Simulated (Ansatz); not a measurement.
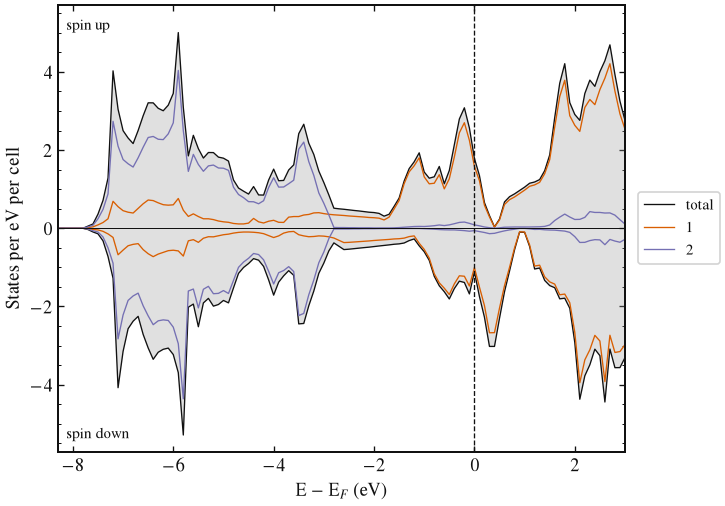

Density of states. Energies are counted from the Fermi level. The partial curves are projected on Löwdin-orthogonalised atomic shells. Spin-down states are drawn negative.

The material is TiO, space group Pm-3m, 6 atoms in the cell; a = 4.06 Å, b = 4.06 Å, c = 4.06 Å, α = 90.00°, β = 90.00°, γ = 90.00°.

Ansatz 0.2.0; DFT r2SCAN, scalar-relativistic, plane waves, PAW, spin-polarised, 10×10×10 k mesh, Gaussian smearing of 0.1 eV.

Question: Assign each number in the legend. The candidates: O 2p, Ti 3d.

Answer: 1 is Ti 3d; 2 is O 2p.

Question: Metal or insulator, and how many states lie at the Fermi level?

Answer: It is a metal. The density of states at the Fermi level is about 3.5 per eV and cell (mean within 0.25 eV), or 0.59 per atom.

The run may have settled in a state above the lowest, so this need not be the ground state.
